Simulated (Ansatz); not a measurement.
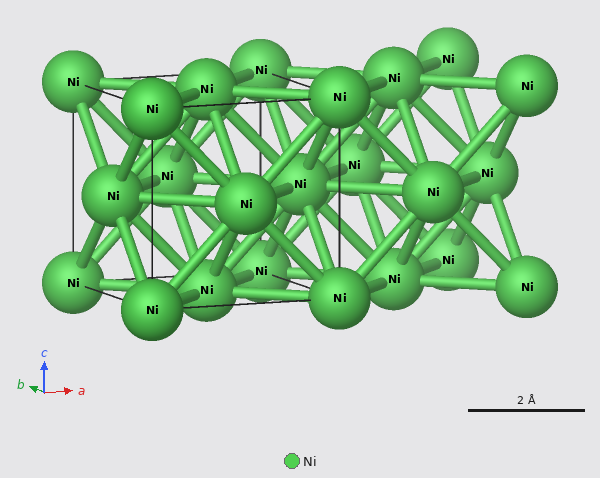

Figure 1. The structure as given in the input (ball-and-stick view of the cell 4 times as large as that of the calculation, set on its symmetry axes, repeated 2 × 1 × 1, seen slightly off an axis). An atom can appear more than once, as a periodic image. Near neighbours in the periodic cell (some may lie outside the picture): Ni has 12 Ni at 2.49 Å.

# Ni: geometry relaxation (part 1 of 2)

The run: geometry relaxation of Ni (Fm-3m, 1 atom in the cell). Method and program: DFT PBEsol, scalar-relativistic, plane waves, PAW, spin-polarised (Ansatz 0.2.0).

The structure derives from an entry of the Crystallography Open Database. Figures and captions count atoms from 1; the log counts them from 0 in places.

What the program printed:
```
Engine: ansatz 0.2.0, x86_64-unknown-linux-gnu
Pseudopotentials: kind: paw
Pseudopotential: Ni, paw, valence charge 18, recommended cutoff 420 eV (normal), Ni.paw.azcp
Functional definition: PBEsol
  exchange = pbesol_x
  correlation = pbesol_c
Crystal: 1 atoms, lattice volume = 10.940 Å³
Basis set: ecut = 420 eV, 181 PW (Γ), exchange–correlation on 36×36×36 points (8 copies of the dense FFT grid, shifted against one another)
Bands: 14, of which v1, the nominal top of the filled ones, is band 9 counted from 1 (8 counted from 0)
Symmetry: 48 space group operations
Space group: Fm-3m (ITA 225), of the structure as read, at distance tolerance 2.2e-5 Å
Magnetic group: BNS 225.116 (UNI 1618), of the structure as read, at distance tolerance 2.2e-5 Å
k-points: 47 of 1000
Non-local potential: Ni, projectors of the file, l = 0: 3, l = 1: 2, l = 2: 3, l = 3: 1
PAW form: soft (Blöchl's): semilocal exchange-correlation on the pseudo side does not see the compensation charge
PAW frozen core: Ni, regenerated for the run's functional, and the local potential with it (the file was generated under x = pbe(κ = 0.804, μ = 0.2195149727645171), c = pbe(β = 0.06672455060314922))
PAW one-centre angular grid: Ni, 590 points (default); XC on 64 Gauss nodes
Initial density: superposition of atomic densities (chi_scale 0.1, normalization cell)
Starting moments: Σ|m| = 0.81 μB on 1 of 1 site
Initial wavefunctions: pseudopotential atomic-orbital guess
Functional: x = pbesol(κ = 0.804, μ = 0.12345679012345678), c = pbesol(β = 0.046)
SCF iter   1: F=—  HF=-5804.381986 eV  |F-HF|=—  |Δ(HF+E_count)|=         —  Δρ=8.37e-2 (↑3.81e-2 ↓8.37e-2)  dr2=9.58e-1  dr2_m=5.34e-2  M=0.803 μB ∫|m|=0.856 μB  β_m=0.30  ethr=3.10e-3  ⟨swp⟩=5.3  Hψ=6841  notcnv=0
Mixer restart at iter 1: flushing history
preconditioner: auto → none  [metal: Δε(μ)=0.030 eV  Ē_g=15.738 eV  σ=0.100 eV  W_gap=0.17  n_scr=0 (ndim 8)  ℏωp=35.5 eV  f_vac=0.000  D(μ)=1.76/eV (n_scr^D=26)]
SCF iter   2: F=—  HF=-5804.114074 eV  |F-HF|=—  |Δ(HF+E_count)|=   2.68e-1  Δρ=5.10e-2 (↑5.10e-2 ↓3.25e-2)  dr2=3.53e-1  dr2_m=1.34e-2  M=0.750 μB ∫|m|=0.815 μB  β_m=0.25  ethr=3.10e-3  ⟨swp⟩=2.8  Hψ=3104  notcnv=0  defer=41
SCF iter   3: F=—  HF=-5804.296286 eV  |F-HF|=—  |Δ(HF+E_count)|=   1.82e-1  Δρ=2.12e-2 (↑2.12e-2 ↓1.10e-2)  dr2=2.57e-2  dr2_m=1.14e-2  M=0.752 μB ∫|m|=0.822 μB  β_m=0.62  ethr=1.96e-3  ⟨swp⟩=2.4  Hψ=2274  notcnv=0  defer=42
SCF iter   4: F=—  HF=-5804.899310 eV  |F-HF|=—  |Δ(HF+E_count)|=         —  Δρ=1.77e-2 (↑1.77e-2 ↓1.67e-2)  dr2=7.61e-2  dr2_m=1.41e-4  M=0.734 μB ∫|m|=0.810 μB  β_m=0.62  ethr=1.43e-4  ⟨swp⟩=2.2  Hψ=2601  notcnv=0  defer=43
Mixer restart at iter 4: flushing history
SCF iter   5: F=—  HF=-5804.999882 eV  |F-HF|=—  |Δ(HF+E_count)|=   1.01e-1  Δρ=2.53e-2 (↑2.26e-2 ↓2.53e-2)  dr2=1.28e-1  dr2_m=2.15e-4  M=0.743 μB ∫|m|=0.821 μB  β_m=0.35  ethr=1.43e-4  ⟨swp⟩=2.2  Hψ=3179  notcnv=0  defer=44
SCF iter   6: F=—  HF=-5804.945885 eV  |F-HF|=—  |Δ(HF+E_count)|=   5.40e-2  Δρ=1.35e-3 (↑1.07e-3 ↓1.35e-3)  dr2=1.73e-4  dr2_m=2.70e-5  M=0.734 μB ∫|m|=0.813 μB  β_m=0.67  ethr=1.43e-4  ⟨swp⟩=2.4  Hψ=2663  notcnv=0  defer=46
SCF iter   7: F=—  HF=-5804.961164 eV  |F-HF|=—  |Δ(HF+E_count)|=   1.53e-2  Δρ=1.14e-3 (↑1.14e-3 ↓5.26e-4)  dr2=1.74e-4  dr2_m=1.23e-5  M=0.729 μB ∫|m|=0.808 μB  β_m=0.72  ethr=9.61e-7  ⟨swp⟩=2.0  Hψ=2337  notcnv=0  defer=41
SCF iter   8: F=—  HF=-5804.961393 eV  |F-HF|=—  |Δ(HF+E_count)|=   2.29e-4  Δρ=3.65e-4 (↑1.70e-4 ↓3.65e-4)  dr2=1.93e-5  dr2_m=9.57e-7  M=0.730 μB ∫|m|=0.808 μB  β_m=0.86  ethr=9.61e-7  ⟨swp⟩=2.0  Hψ=1811  notcnv=0  defer=44
SCF iter   9: F=—  HF=-5804.961400 eV  |F-HF|=—  |Δ(HF+E_count)|=   7.04e-6  Δρ=5.32e-5 (↑2.78e-5 ↓5.32e-5)  dr2=4.84e-8  dr2_m=1.62e-7  M=0.729 μB ∫|m|=0.808 μB  β_m=0.76  ethr=1.07e-7  ⟨swp⟩=2.2  Hψ=1752  notcnv=0  defer=42
SCF iter  10: F=—  HF=-5804.961400 eV  |F-HF|=—  |Δ(HF+E_count)|=   1.49e-7  Δρ=1.50e-5 (↑1.50e-5 ↓1.20e-5)  dr2=7.02e-10  dr2_m=1.83e-8  M=0.729 μB ∫|m|=0.808 μB  β_m=0.88  ethr=2.69e-10  ⟨swp⟩=2.1  Hψ=2100  notcnv=0  defer=42
SCF iter  11: F=-5804.961400 eV  HF=-5804.961400 eV  |F-HF|=1.72e-8  |Δ(HF+E_count)|=   3.42e-9  Δρ=1.16e-5 (↑6.34e-6 ↓1.16e-5)  dr2=2.13e-8  dr2_m=7.09e-10  M=0.729 μB ∫|m|=0.808 μB  ethr=3.90e-12  ⟨swp⟩=3.0  Hψ=4517  notcnv=0
SCF 1 converged in 11 iterations: F = -5804.961400 eV  dr2 = 2.13e-8
  greatest PAW one-centre occupation: 1.001 electrons in one spin orbital (limit 2), on the Ni atom at site 0 (counted from 0), in its partial waves of l = 1
relax step   1: F+E_penalty+E_count = -5804.96139994 eV  Δ(F+E_penalty+E_count) = +0.000e0 eV  max|allowed force component| = 0.000e0 eV/Å  Δτ_max = 0.0000 Å  P = -10.109 GPa  Ω = 10.940 Å³  (11 SCF iters, dr2 threshold 1.00e-7 eV, accepted)
Crystal: 1 atoms, lattice volume = 10.662 Å³
Initial density: handed on by an earlier stage of this run
Starting moments: Σ|m| = 0.81 μB on 1 of 1 site; this step starts from the density that it was given
Initial wavefunctions: those handed on with the density
iter 1 solved again at ethr=3.37e-5 eV; its pass at ethr=3.10e-3 eV (dr2=6.07e-3 eV) is discarded
SCF iter   1: F=—  HF=-5804.975662 eV  |F-HF|=—  |Δ(HF+E_count)|=         —  Δρ=5.41e-3 (↑4.29e-3 ↓5.41e-3)  dr2=5.92e-3  dr2_m=3.35e-5  M=0.732 μB ∫|m|=0.807 μB  β_m=0.30  ethr=3.37e-5  ⟨swp⟩=1.2  Hψ=8351  notcnv=0
preconditioner: auto → none  [metal: Δε(μ)=0.009 eV  Ē_g=16.925 eV  σ=0.100 eV  W_gap=0.05  n_scr=0 (ndim 8)  ℏωp=36.0 eV  f_vac=0.000  D(μ)=1.55/eV (n_scr^D=26)]
SCF iter   2: F=—  HF=-5804.973804 eV  |F-HF|=—  |Δ(HF+E_count)|=   1.86e-3  Δρ=1.48e-3 (↑1.48e-3 ↓1.07e-3)  dr2=2.48e-4  dr2_m=7.04e-6  M=0.731 μB ∫|m|=0.806 μB  β_m=0.28  ethr=3.29e-5  ⟨swp⟩=2.3  Hψ=1910  notcnv=0
SCF iter   3: F=—  HF=-5804.973918 eV  |F-HF|=—  |Δ(HF+E_count)|=   1.14e-4  Δρ=3.47e-4 (↑3.22e-4 ↓3.47e-4)  dr2=9.99e-6  dr2_m=3.92e-6  M=0.731 μB ∫|m|=0.806 μB  β_m=0.46  ethr=1.38e-6  ⟨swp⟩=2.2  Hψ=1972  notcnv=0
SCF iter   4: F=—  HF=-5804.974418 eV  |F-HF|=—  |Δ(HF+E_count)|=   4.99e-4  Δρ=4.64e-4 (↑2.66e-4 ↓4.64e-4)  dr2=3.23e-5  dr2_m=1.36e-6  M=0.729 μB ∫|m|=0.805 μB  β_m=0.73  ethr=5.55e-8  ⟨swp⟩=2.0  Hψ=2192  notcnv=0
SCF iter   5: F=—  HF=-5804.974690 eV  |F-HF|=—  |Δ(HF+E_count)|=   2.72e-4  Δρ=5.88e-4 (↑3.12e-4 ↓5.88e-4)  dr2=5.02e-5  dr2_m=2.11e-6  M=0.728 μB ∫|m|=0.804 μB  β_m=0.44  ethr=5.55e-8  ⟨swp⟩=2.1  Hψ=1911  notcnv=0
SCF iter   6: F=—  HF=-5804.974762 eV  |F-HF|=—  |Δ(HF+E_count)|=   7.15e-5  Δρ=6.35e-5 (↑6.35e-5 ↓4.91e-5)  dr2=7.27e-8  dr2_m=2.73e-7  M=0.728 μB ∫|m|=0.803 μB  β_m=0.83  ethr=5.55e-8  ⟨swp⟩=2.1  Hψ=2137  notcnv=0
SCF iter   7: F=—  HF=-5804.974831 eV  |F-HF|=—  |Δ(HF+E_count)|=   6.92e-5  Δρ=5.66e-5 (↑5.66e-5 ↓2.56e-5)  dr2=6.26e-8  dr2_m=1.62e-7  M=0.727 μB ∫|m|=0.802 μB  β_m=0.91  ethr=4.04e-10  ⟨swp⟩=3.1  Hψ=2921  notcnv=0
SCF iter   8: F=—  HF=-5804.974824 eV  |F-HF|=—  |Δ(HF+E_count)|=   7.05e-6  Δρ=2.10e-4 (↑6.69e-5 ↓2.10e-4)  dr2=4.71e-6  dr2_m=5.58e-7  M=0.727 μB ∫|m|=0.802 μB  β_m=0.69  ethr=3.48e-10  ⟨swp⟩=3.3  Hψ=2830  notcnv=0  recentre
SCF iter   9: F=—  HF=-5804.974831 eV  |F-HF|=—  |Δ(HF+E_count)|=   6.96e-6  Δρ=1.13e-5 (↑3.64e-6 ↓1.13e-5)  dr2=1.39e-8  dr2_m=1.54e-9  M=0.727 μB ∫|m|=0.802 μB  β_m=0.84  ethr=3.48e-10  ⟨swp⟩=3.4  Hψ=2792  notcnv=0
SCF iter  10: F=-5804.974831 eV  HF=-5804.974831 eV  |F-HF|=1.45e-8  |Δ(HF+E_count)|=   6.33e-8  Δρ=1.17e-5 (↑5.27e-6 ↓1.17e-5)  dr2=1.81e-8  dr2_m=1.13e-9  M=0.727 μB ∫|m|=0.802 μB  ethr=7.73e-11  ⟨swp⟩=2.4  Hψ=4166  notcnv=0
SCF 2 converged in 10 iterations: F = -5804.974831 eV  dr2 = 1.81e-8
relax step   2: F+E_penalty+E_count = -5804.97483067 eV  Δ(F+E_penalty+E_count) = -1.343e-2 eV  max|allowed force component| = 0.000e0 eV/Å  Δτ_max = 0.0000 Å  P = -5.183 GPa  Ω = 10.662 Å³  energy of the carried Pulay correction = +8.809e-5 eV  (10 SCF iters, dr2 threshold 1.00e-7 eV, accepted)
Crystal: 1 atoms, lattice volume = 10.385 Å³
iter 1 solved again at ethr=3.77e-5 eV; its pass at ethr=3.10e-3 eV (dr2=6.79e-3 eV) is discarded
SCF iter   1: F=—  HF=-5804.979795 eV  |F-HF|=—  |Δ(HF+E_count)|=         —  Δρ=5.99e-3 (↑4.44e-3 ↓5.99e-3)  dr2=6.63e-3  dr2_m=6.06e-5  M=0.731 μB ∫|m|=0.803 μB  β_m=0.30  ethr=3.77e-5  ⟨swp⟩=1.2  Hψ=8324  notcnv=0
preconditioner: auto → none  [metal: Δε(μ)=0.011 eV  Ē_g=17.277 eV  σ=0.100 eV  W_gap=0.06  n_scr=0 (ndim 8)  ℏωp=36.4 eV  f_vac=0.000  D(μ)=1.52/eV (n_scr^D=26)]
SCF iter   2: F=—  HF=-5804.977740 eV  |F-HF|=—  |Δ(HF+E_count)|=   2.06e-3  Δρ=1.63e-3 (↑1.63e-3 ↓1.09e-3)  dr2=2.71e-4  dr2_m=1.06e-5  M=0.729 μB ∫|m|=0.801 μB  β_m=0.28  ethr=3.68e-5  ⟨swp⟩=2.3  Hψ=2006  notcnv=0
SCF iter   3: F=—  HF=-5804.977900 eV  |F-HF|=—  |Δ(HF+E_count)|=   1.60e-4  Δρ=3.98e-4 (↑3.98e-4 ↓3.59e-4)  dr2=1.03e-5  dr2_m=4.79e-6  M=0.729 μB ∫|m|=0.800 μB  β_m=0.45  ethr=1.50e-6  ⟨swp⟩=2.2  Hψ=1992  notcnv=0
SCF iter   4: F=—  HF=-5804.978513 eV  |F-HF|=—  |Δ(HF+E_count)|=   6.13e-4  Δρ=5.35e-4 (↑2.28e-4 ↓5.35e-4)  dr2=3.25e-5  dr2_m=3.08e-6  M=0.727 μB ∫|m|=0.799 μB  β_m=0.72  ethr=5.71e-8  ⟨swp⟩=2.0  Hψ=2202  notcnv=0
SCF iter   5: F=—  HF=-5804.978895 eV  |F-HF|=—  |Δ(HF+E_count)|=   3.82e-4  Δρ=6.88e-4 (↑2.74e-4 ↓6.88e-4)  dr2=5.44e-5  dr2_m=4.67e-6  M=0.725 μB ∫|m|=0.797 μB  β_m=0.46  ethr=5.71e-8  ⟨swp⟩=2.1  Hψ=2087  notcnv=0
SCF iter   6: F=—  HF=-5804.979019 eV  |F-HF|=—  |Δ(HF+E_count)|=   1.24e-4  Δρ=1.62e-4 (↑1.62e-4 ↓5.92e-5)  dr2=2.84e-6  dr2_m=3.30e-7  M=0.724 μB ∫|m|=0.796 μB  β_m=0.82  ethr=5.71e-8  ⟨swp⟩=2.0  Hψ=2198  notcnv=0
SCF iter   7: F=—  HF=-5804.979043 eV  |F-HF|=—  |Δ(HF+E_count)|=   2.34e-5  Δρ=9.50e-5 (↑9.50e-5 ↓4.20e-5)  dr2=1.12e-6  dr2_m=7.64e-8  M=0.723 μB ∫|m|=0.795 μB  β_m=0.91  ethr=1.58e-8  ⟨swp⟩=2.1  Hψ=2090  notcnv=0
SCF iter   8: F=—  HF=-5804.979041 eV  |F-HF|=—  |Δ(HF+E_count)|=   1.81e-6  Δρ=1.24e-4 (↑2.91e-5 ↓1.24e-4)  dr2=1.34e-6  dr2_m=2.51e-7  M=0.723 μB ∫|m|=0.795 μB  β_m=0.81  ethr=6.24e-9  ⟨swp⟩=1.6  Hψ=1536  notcnv=0
SCF iter   9: F=—  HF=-5804.979043 eV  |F-HF|=—  |Δ(HF+E_count)|=   1.66e-6  Δρ=2.41e-6 (↑1.36e-6 ↓2.41e-6)  dr2=7.67e-10  dr2_m=3.36e-11  M=0.723 μB ∫|m|=0.795 μB  β_m=0.91  ethr=6.24e-9  ⟨swp⟩=2.2  Hψ=1894  notcnv=0
SCF iter  10: F=-5804.979043 eV  HF=-5804.979043 eV  |F-HF|=9.09e-13  |Δ(HF+E_count)|=   1.63e-9  Δρ=1.16e-7 (↑1.16e-7 ↓8.47e-8)  dr2=6.97e-13  dr2_m=2.74e-13  M=0.723 μB ∫|m|=0.795 μB  ethr=4.26e-12  ⟨swp⟩=1.8  Hψ=4042  notcnv=0
SCF 3 converged in 10 iterations: F = -5804.979043 eV  dr2 = 6.97e-13
relax step   3: F+E_penalty+E_count = -5804.97904264 eV  Δ(F+E_penalty+E_count) = -4.212e-3 eV  max|allowed force component| = 0.000e0 eV/Å  Δτ_max = 0.0000 Å  P = +0.560 GPa  Ω = 10.385 Å³  energy of the carried Pulay correction = +1.783e-4 eV  (10 SCF iters, dr2 threshold 1.00e-7 eV, accepted)
Crystal: 1 atoms, lattice volume = 10.410 Å³
iter 1 solved again at ethr=3.31e-7 eV; its pass at ethr=3.10e-3 eV (dr2=5.95e-5 eV) is discarded
```
